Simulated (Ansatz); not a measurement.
Run report: SnO$_{2}$, single-point calculation

The run: single-point calculation of SnO$_{2}$ (6 atoms in the cell). Method and program: DFT PBEsol, scalar-relativistic, plane waves, PAW, no spin polarisation (Ansatz 0.2.0).

The structure derives from an entry of the Crystallography Open Database. Figures and captions count atoms from 1; the log counts them from 0 in places.

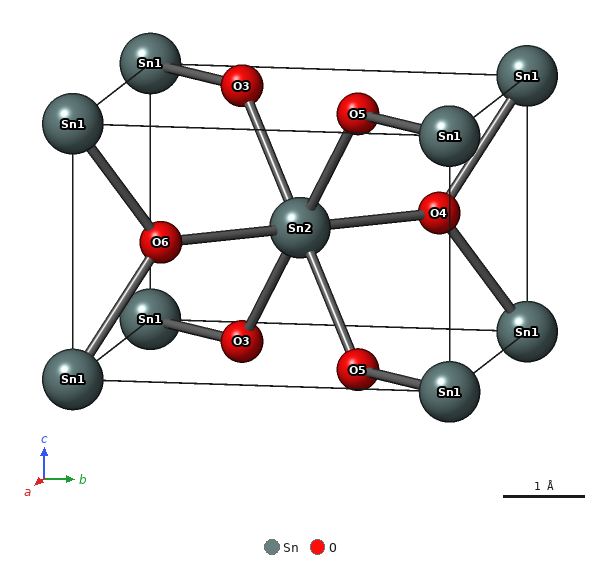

Figure 1. The input geometry (ball-and-stick view of the cell of the calculation, seen slightly off an axis; atoms are numbered from 1 in the order of the input). Near neighbours in the crystal (not all of them lie inside the picture): Sn has 6 O at 2.07 Å; O has 3 Sn at 2.07 Å.

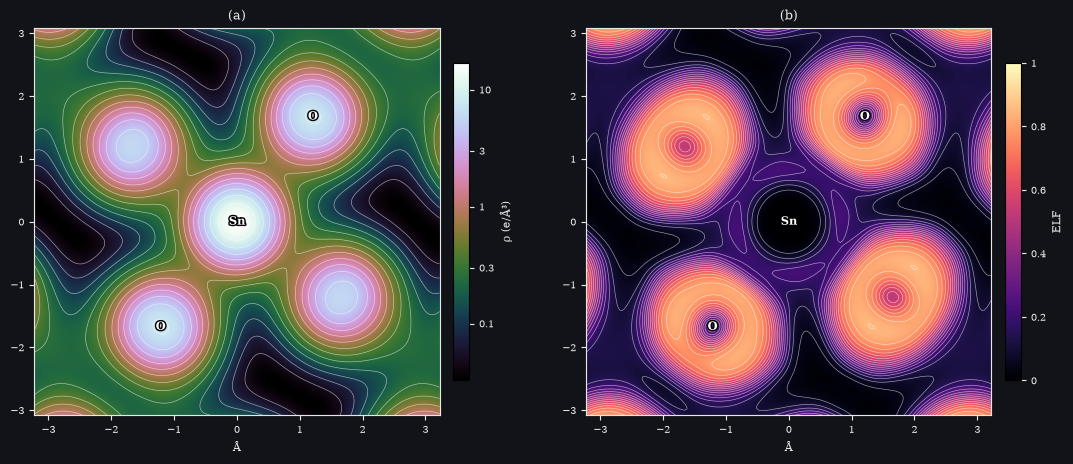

Figure 2. (a) valence pseudo-density; (b) ELF on the (111) plane of the conventional cell. Atoms in the plane: Sn and O. Sn–O (2.07 Å): ρ at the midpoint is about 0.66 e/Å³; the ELF is about 0.25 at the midpoint. Away from the nuclei the density in this plane falls to 0.03 e/Å³ at its lowest. In a PAW calculation such maps are meaningful between the atoms, not at the nuclei.

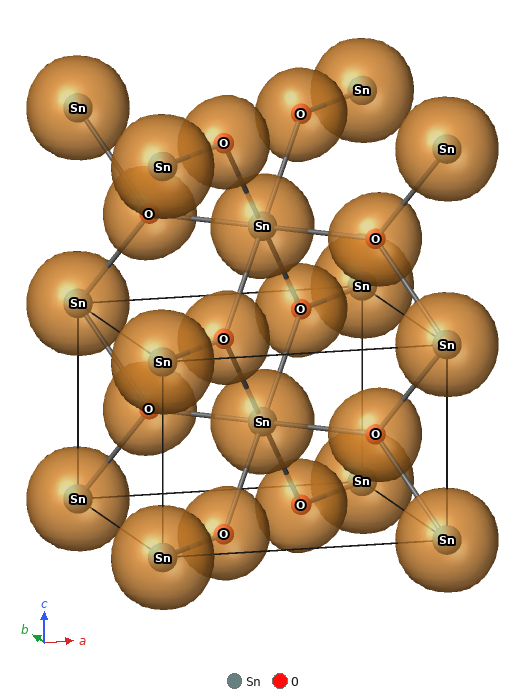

Figure 3. Isosurface of the valence pseudo-density at 1 e/Å³ (orange), seen slightly off an axis. Sticks mark near contacts. The outline is the cell set on symmetry axes. At this value the density breaks into separate islands; it holds about 70 % of the electrons treated as valence (semicore included). It is pinched off along the Sn–O (2.07 Å) contacts. On the grid the lowest density along these lines, outside the cores, is 0.66 e/Å³ (Sn–O, 2.07 Å).

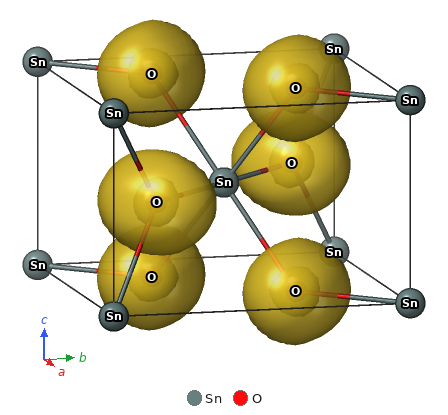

Figure 4. Isosurface of the electron localisation function at 0.7 (yellow), seen slightly off an axis. Core shells and regions of very low density are left out. Sticks mark near contacts. The outline is the cell set on symmetry axes. Along the contacts the grid gives the following. Sn–O (2.07 Å): the ELF is about 0.25 at the midpoint.

These pictures come from the run below.

The input:
```yaml
crystal:
  lattice:
    - [4.7689900203, 0.0, 0.0]
    - [0.0, 4.7689900203, 0.0]
    - [0.0, 0.0, 3.2120647273]
  atoms:
    - { symbol: Sn, position: [0.0, 0.0, 0.0] }
    - { symbol: Sn, position: [0.5, 0.5, 0.5] }
    - { symbol: O, position: [0.3062763834, 0.3062763834, 0.0] }
    - { symbol: O, position: [0.1937236166, 0.8062763834, 0.5] }
    - { symbol: O, position: [0.6937236166, 0.6937236166, 0.0] }
    - { symbol: O, position: [0.8062763834, 0.1937236166, 0.5] }
basis:
  ecutwfc: 420
kpoints:
  mp_grid: { grid: [6, 6, 8] }
  band_path:
    path:
      - [0.0, 0.0, 0.0]
      - [0.0, 0.5, 0.0]
      - [0.5, 0.5, 0.0]
      - [0.0, 0.0, 0.5]
      - [0.0, 0.5, 0.5]
      - [0.5, 0.5, 0.5]
    npoints: 1
hamiltonian:
  xc: pbesol
scf:
  occupations: { method: gaussian, width: 0.02 }
  n_extra_bands: 6
output:
  forces: true
  stress: true
  eigenvalues: true
  write_density: true
  write_potential: true
  elf: true
  volumetric_format: npy
```

Command:
```bash
ansatz run input.yaml --threads 2 --pin off --max-ram 5120MiB --backend cpu --events-out ev --progress --plain --runs-dir out
```

Output:
```
scf.n_extra_bands = 6 over 26 filled bands (N_el = 52.0): the run solves 32 bands
Engine: ansatz 0.2.0, x86_64-unknown-linux-gnu
Pseudopotentials: kind: paw
Pseudopotential: Sn, paw, valence charge 14, recommended cutoff 420 eV (normal), Sn.paw.azcp
Pseudopotential: O, paw, valence charge 6, recommended cutoff 420 eV (normal), O.paw.azcp
Functional definition: PBEsol
  exchange = pbesol_x
  correlation = pbesol_c
Crystal: 6 atoms, lattice volume = 73.053 Å³
Basis set: ecut = 420 eV, 1435 PW (Γ), exchange–correlation on 64×64×48 points (8 copies of the dense FFT grid, shifted against one another)
Bands: 32, of which v1, the nominal top of the filled ones, is band 26 counted from 1 (25 counted from 0)
Symmetry: 16 space group operations
Space group: P42/mnm (ITA 136), of the structure as read, at distance tolerance 4.2e-5 Å
k-points: 50 of 288
Non-local potential: Sn, projectors of the file, l = 0: 2, l = 1: 2, l = 2: 2, l = 3: 2
Non-local potential: O, projectors of the file, l = 0: 2, l = 1: 2, l = 2: 1
PAW form: soft (Blöchl's): semilocal exchange-correlation on the pseudo side does not see the compensation charge
PAW frozen core: Sn, regenerated for the run's functional, and the local potential with it (the file was generated under x = pbe(κ = 0.804, μ = 0.2195149727645171), c = pbe(β = 0.06672455060314922))
PAW frozen core: O, regenerated for the run's functional, and the local potential with it (the file was generated under x = pbe(κ = 0.804, μ = 0.2195149727645171), c = pbe(β = 0.06672455060314922))
PAW one-centre angular grid: Sn, 590 points (default); XC on 64 Gauss nodes
PAW one-centre angular grid: O, 110 points (default); XC on 64 Gauss nodes
Initial density: superposition of atomic densities (neutral atoms: chi_scale 0, normalization atom), corrected by the library's trained network
Initial wavefunctions: pseudopotential atomic-orbital guess
Functional: x = pbesol(κ = 0.804, μ = 0.12345679012345678), c = pbesol(β = 0.046)
SCF iter   1: F=—  HF=-14143.110505 eV  |F-HF|=—  |Δ(HF+E_count)|=         —  Δρ=1.61e-2  dr2=1.51e-1  ethr=1.77e-3  ⟨swp⟩=6.3  Hψ=7105  notcnv=0
preconditioner: auto → Resta (q_TF=auto, 2.578 Å⁻¹)  ε∞=3.6  [insulator: Δε(μ)=0.780 eV  Ē_g=19.368 eV  σ=0.020 eV  W_gap=1.00  n_scr=18 (ndim 8)  ℏωp=31.3 eV  f_vac=0.030  D(μ)=0.00/eV (n_scr^D=0)  ε∞_Penn≈3.6]
SCF iter   2: F=—  HF=-14143.067912 eV  |F-HF|=—  |Δ(HF+E_count)|=   4.26e-2  Δρ=2.54e-3  dr2=2.21e-3  ethr=2.90e-4  ⟨swp⟩=2.1  Hψ=2690  notcnv=0  defer=91
SCF iter   3: F=—  HF=-14143.067724 eV  |F-HF|=—  |Δ(HF+E_count)|=   1.88e-4  Δρ=1.20e-3  dr2=6.34e-4  ethr=4.25e-6  ⟨swp⟩=2.0  Hψ=3018  notcnv=0  defer=91
SCF iter   4: F=—  HF=-14143.067790 eV  |F-HF|=—  |Δ(HF+E_count)|=   6.62e-5  Δρ=4.89e-4  dr2=1.35e-4  ethr=1.22e-6  ⟨swp⟩=1.0  Hψ=1509  notcnv=0  defer=91
SCF iter   5: F=—  HF=-14143.067794 eV  |F-HF|=—  |Δ(HF+E_count)|=   4.36e-6  Δρ=9.13e-5  dr2=6.96e-6  ethr=2.60e-7  ⟨swp⟩=2.9  Hψ=3088  notcnv=0  defer=91
SCF iter   6: F=—  HF=-14143.067751 eV  |F-HF|=—  |Δ(HF+E_count)|=   4.30e-5  Δρ=1.36e-5  dr2=1.09e-7  ethr=1.34e-8  ⟨swp⟩=3.0  Hψ=2809  notcnv=0  defer=91
SCF iter   7: F=-14143.067751 eV  HF=-14143.067751 eV  |F-HF|=4.53e-10  |Δ(HF+E_count)|=   5.00e-8  Δρ=2.10e-6  dr2=3.76e-9  ethr=1.92e-10  ⟨swp⟩=13.4  Hψ=10939  notcnv=0
SCF 1 converged in 7 iterations: F = -14143.067751 eV  dr2 = 3.76e-9
  greatest PAW one-centre occupation: 0.996 electrons in one spin orbital (limit 2), on the Sn atom at site 1 (counted from 0), in its partial waves of l = 2
NSCF: frozen V_eff on 6 k-points
SCF converged after 7 iterations
Free energy (F): -14143.067751 eV
Harris-Foulkes:  -14143.067751 eV  (|F-HF|=4.53e-10)
Internal energy: -14143.067751 eV  (E = F + TS)
E sigma→0 (E₀):  -14143.067751 eV
Fermi energy:    9.547449 eV
--- Per-component energies (eV) ---
  E_band       = -136.380191
  E_kinetic    = 1079.352766
  E_local      = -2894.866032  (includes V_loc(G=0)·N_el)
  E_nonlocal   = 139.012080
  E_hartree    = 1494.976257
  E_xc         = -1043.555783
  E_vxc        = -561.542425  (∫ρ·V_xc dr)
  E_paw        = -8763.193228  (= ΣΔE_a)
  E_vpaw       = -888.300229  (= ΣTr[D̂ρ^β])
  E_aug_tail   = 0.009918  (compensation charges beyond the density's cutoff)
  E_ewald      = -4155.514560
  E_core_change = 0.710831  (= ΣΔE_core)
  E_smearing   = -0.000000  (= −TS)
  E_closure    = -0.000000  (closes the sum)
  Σ components = -14143.067751   (vs F -14143.067751, Δ=0.00e0)
--- Forces (eV/Å), atoms counted from 1 ---
  atom   1  Sn     0.00000000    -0.00000000    -0.00000000
  atom   2  Sn     0.00000000    -0.00000000    -0.00000000
  atom   3  O      0.00001295     0.00001295     0.00000000
  atom   4  O     -0.00001295     0.00001295    -0.00000000
  atom   5  O     -0.00001295    -0.00001295    -0.00000000
  atom   6  O      0.00001295    -0.00001295     0.00000000
  max |Σ_I F_I| component: 1.73e-18 eV/Å
--- Stress (GPa, compression-positive) ---
        0.011011       0.000000       0.000000
        0.000000       0.011011       0.000000
        0.000000       0.000000       0.005378
  P = ⅓ Tr σ = 0.0091 GPa (0.091 kbar)
--- Band table (eV; the first three rows and the last of 50) ---
  k-point 0: bands = ["-11.9406", "-11.2005", "-10.9505", "-10.9298", "-10.9298", "-10.8521", "-10.8057", "-10.7223", "-10.6948", "-10.6948", "-9.7081", "-7.8790", "-7.8790", "-6.1522", "0.9312", "5.0281", "5.0281", "5.1387", "5.9999", "7.0586", "7.1261", "7.8233", "7.8233", "8.3148", "8.3148", "9.0878", "10.0071", "14.9474", "15.1401", "15.1401", "19.2304", "19.2885"]
  k-point 1: bands = ["-11.8694", "-11.1172", "-11.0685", "-11.0685", "-10.9235", "-10.8645", "-10.7998", "-10.7228", "-10.7143", "-10.7143", "-9.6235", "-7.6474", "-7.6474", "-6.2659", "0.9209", "5.0079", "5.1697", "5.1697", "6.0328", "6.1027", "6.9979", "7.2549", "7.2549", "8.3445", "8.3445", "8.9589", "11.0023", "15.2566", "15.7872", "15.7872", "18.2458", "20.2415"]
  k-point 2: bands = ["-11.6827", "-11.3552", "-11.3552", "-10.9912", "-10.8526", "-10.8512", "-10.7842", "-10.7519", "-10.7519", "-10.7254", "-9.3311", "-7.1332", "-7.1332", "-6.6248", "0.9509", "4.4230", "4.8338", "5.5059", "5.5059", "6.2494", "6.2494", "6.4017", "6.5315", "8.2443", "8.2443", "8.5939", "12.6095", "15.7061", "17.2070", "17.2070", "17.6352", "20.5036"]
  k-point 49: bands = ["-11.6946", "-11.6946", "-11.2437", "-11.2437", "-10.8031", "-10.8031", "-10.7395", "-10.7395", "-10.6985", "-10.6985", "-7.8349", "-7.8349", "-6.5313", "-6.5313", "1.0916", "1.0916", "4.0878", "4.0878", "6.5093", "6.5093", "6.6478", "6.6478", "8.1311", "8.1311", "8.2684", "8.2684", "13.6463", "13.6463", "17.7120", "17.7120", "19.7843", "19.7843"]
```

Summary:

| quantity | value |
| --- | --- |
| outcome | converged |
| space group (tolerance 0.01 Å) | P4₂/mnm (136) |
| electrons treated | 52 |
| free energy | −14143.0678 eV |
| Fermi energy | 9.547 eV |
| gap on the k-point mesh | 0.92 eV |
| gap on the band path | 0.92 eV |
| pressure | 0.01 GPa |
| largest force (length of the vector) | under 0.001 eV/Å |
| hardware | 2 threads of Intel Xeon @ 2.50GHz (Skylake/Cascade Lake), 189 GiB of memory available, shared host |
| wall time | 20 s (CPU time 18 s) |
| peak memory | 0.41 GiB |
